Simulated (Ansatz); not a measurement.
## Energy of NaCl along an even scaling of the cell

System: NaCl (2 atoms in the cell).
Method: Kohn-Sham DFT of a periodic cell, PBE, Ansatz PAW, no spin polarisation (Ansatz 0.2.0).

The 5 runs differ only in the geometry, by an even scaling of the cell at fixed fractional positions. The structure derives from a Materials Project entry.

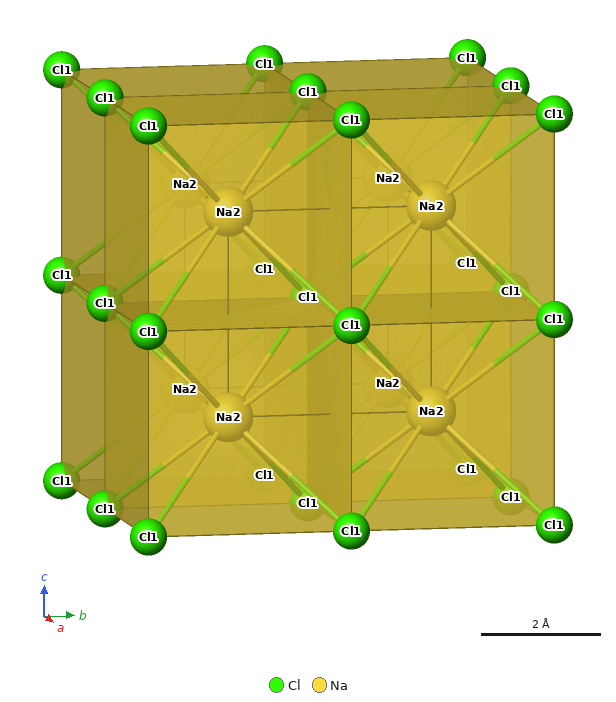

Figure 1. The structure of run 3 (polyhedral view of the cell of the calculation, seen slightly off an axis; polyhedra are completed across the faces of the cell; atoms are numbered from 1 in the order of the input).

**Input of run 3**
```yaml
crystal:
  lattice:
    - [3.50219, 0.0, 0.0]
    - [0.0, 3.50219, 0.0]
    - [0.0, 0.0, 3.50219]
  atoms:
    - { symbol: Cl, position: [0.5, 0.5, 0.5] }
    - { symbol: Na, position: [0.0, 0.0, 0.0] }
hamiltonian:
  xc: pbe
  pseudopotentials: { kind: paw }
kpoints:
  mp_grid: { grid: [8, 8, 8] }
scf:
  occupations: { method: fermi_dirac, width: 0.05 }
output:
  forces: true
  stress: true
  eigenvalues: true
```

Command:
```bash
ansatz run input.yaml --threads 2 --pin off --max-ram 5120MiB --backend cpu --events-out ev --progress --plain --runs-dir out
```

Run 4 differs from it as follows:
```diff
-    - [3.50219, 0.0, 0.0]
-    - [0.0, 3.50219, 0.0]
-    - [0.0, 0.0, 3.50219]
+    - [3.5253839872, 0.0, 0.0]
+    - [0.0, 3.5253839872, 0.0]
+    - [0.0, 0.0, 3.5253839872]
```

**Results, with one run withheld**

| run | volume per atom (Å³) | free energy per atom, from the lowest run given (meV) | pressure (GPa) | gap on the mesh (eV) |
| --- | --- | --- | --- | --- |
| 1 | 20.189 | 7.95 | 1.98 | 4.20 |
| 2 | 20.619 | 3.60 | 1.28 | 4.12 |
| 3 | 21.478 | 0.00 | 0.10 | 3.98 |
| 4 | 21.907 | ? | ? | ? |
| 5 | 22.337 | 2.05 | −0.83 | 3.85 |

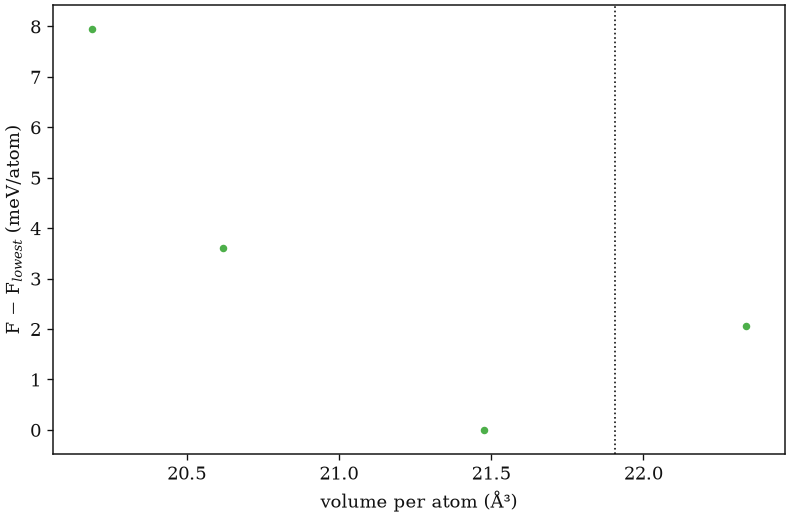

Figure 2. Free energy per atom of the runs given; the dotted line marks run 4.

Fit the runs given and predict run 4.

A quadratic polynomial in V^(−2/3) (the Birch–Murnaghan form), fitted to the 4 runs given, misses them by at most 0.01 meV per atom. With x = V^(−2/3) − 0.13084 Å⁻², it reads F = 0.70991 + 841.59 x + 2.3615e+05 x² (meV per atom). At run 4 it gives 0.38 meV per atom, and the run itself gives 0.40. The slope of the fit gives a pressure −dF/dV of −0.39 GPa there, and the run prints −0.39 GPa. The fit has its minimum at 21.569 Å³ per atom, where V d²F/dV² gives 26 GPa: the bulk modulus at this level, since symmetry fixes the shape and the positions. The gap on the mesh goes, without turning, from 4.20 eV in run 1 to 3.85 eV in run 5; run 4 has 3.91 eV. These are gaps of this functional on this mesh, which can miss the band edges; they aren't the measured gap.

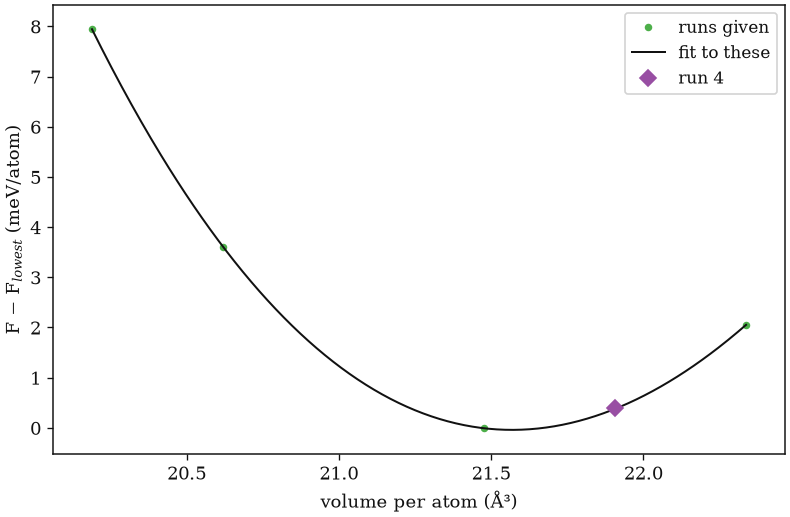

Figure 3. The fit and the withheld run.

**Output, shortened to warnings, some set-up lines, iterations and results (run 4)**
```
Basis set: ecut = 420 eV, 847 PW (Γ), exchange–correlation on 48×48×48 points (8 copies of the dense FFT grid, shifted against one another)
Symmetry: 48 space group operations
k-points: 35 of 512
Initial density: superposition of atomic densities (neutral atoms: chi_scale 0, normalization atom), corrected by the library's trained network
[...]
SCF iter   1: F=—  HF=-2569.244398 eV  |F-HF|=—  |Δ(HF+E_count)|=         —  Δρ=7.48e-4  dr2=3.64e-4  ethr=1.77e-3  ⟨swp⟩=5.8  Hψ=2471  notcnv=0
SCF iter   2: F=—  HF=-2569.244722 eV  |F-HF|=—  |Δ(HF+E_count)|=   3.24e-4  Δρ=1.15e-3  dr2=8.86e-4  ethr=2.28e-6  ⟨swp⟩=2.0  Hψ=975  notcnv=0
SCF iter   3: F=—  HF=-2569.244508 eV  |F-HF|=—  |Δ(HF+E_count)|=   2.14e-4  Δρ=6.52e-4  dr2=2.86e-4  ethr=2.28e-6  ⟨swp⟩=2.0  Hψ=497  notcnv=0
SCF iter   4: F=—  HF=-2569.244415 eV  |F-HF|=—  |Δ(HF+E_count)|=   9.33e-5  Δρ=1.38e-4  dr2=1.25e-5  ethr=1.79e-6  ⟨swp⟩=2.0  Hψ=511  notcnv=0
SCF iter   5: F=—  HF=-2569.244433 eV  |F-HF|=—  |Δ(HF+E_count)|=   1.76e-5  Δρ=1.17e-4  dr2=9.61e-6  ethr=7.79e-8  ⟨swp⟩=2.0  Hψ=560  notcnv=0
SCF iter   6: F=—  HF=-2569.244431 eV  |F-HF|=—  |Δ(HF+E_count)|=   1.93e-6  Δρ=7.71e-5  dr2=4.18e-6  ethr=6.01e-8  ⟨swp⟩=1.0  Hψ=420  notcnv=0
SCF iter   7: F=—  HF=-2569.244430 eV  |F-HF|=—  |Δ(HF+E_count)|=   1.03e-6  Δρ=4.14e-5  dr2=1.21e-6  ethr=2.61e-8  ⟨swp⟩=1.1  Hψ=436  notcnv=0
SCF iter   8: F=—  HF=-2569.244429 eV  |F-HF|=—  |Δ(HF+E_count)|=   3.28e-7  Δρ=1.72e-5  dr2=2.09e-7  ethr=7.57e-9  ⟨swp⟩=1.9  Hψ=502  notcnv=0
SCF iter   9: F=-2569.244429 eV  HF=-2569.244429 eV  |F-HF|=2.13e-8  |Δ(HF+E_count)|=   5.88e-8  Δρ=6.37e-6  dr2=2.90e-8  ethr=6.25e-10  ⟨swp⟩=4.0  Hψ=1225  notcnv=0
SCF 1 converged in 9 iterations: F = -2569.244429 eV  dr2 = 2.90e-8
SCF converged after 9 iterations
Free energy (F): -2569.244429 eV
Harris-Foulkes:  -2569.244429 eV  (|F-HF|=2.13e-8)
Internal energy: -2569.244429 eV  (E = F + TS)
E sigma→0 (E₀):  -2569.244429 eV
Fermi energy:    4.193286 eV
--- Per-component energies (eV) ---
  E_band       = -231.963112
  E_kinetic    = 282.594898
  E_local      = -1484.380963  (includes V_loc(G=0)·N_el)
  E_nonlocal   = 143.409003
  E_hartree    = 518.202301
  E_xc         = -146.924546
  E_vxc        = -173.182519  (∫ρ·V_xc dr)
  E_paw        = -922.492715  (= ΣΔE_a)
  E_vpaw       = -36.806169  (= ΣTr[D̂ρ^β])
  E_aug_tail   = 0.000065  (compensation charges beyond the density's cutoff)
  E_ewald      = -959.652472
  E_smearing   = -0.000000  (= −TS)
  E_closure    = -0.000000  (closes the sum)
  Σ components = -2569.244429   (vs F -2569.244429, Δ=0.00e0)
--- Forces (eV/Å), atoms counted from 1 ---
  atom   1  Cl    -0.00000000     0.00000000     0.00000000
  atom   2  Na    -0.00000000    -0.00000000    -0.00000000
  max |Σ_I F_I| component: 5.09e-31 eV/Å
--- Stress (GPa, compression-positive) ---
       -0.391623      -0.000000       0.000000
       -0.000000      -0.391623       0.000000
       -0.000000       0.000000      -0.391623
  P = ⅓ Tr σ = -0.3916 GPa (-3.916 kbar)
```
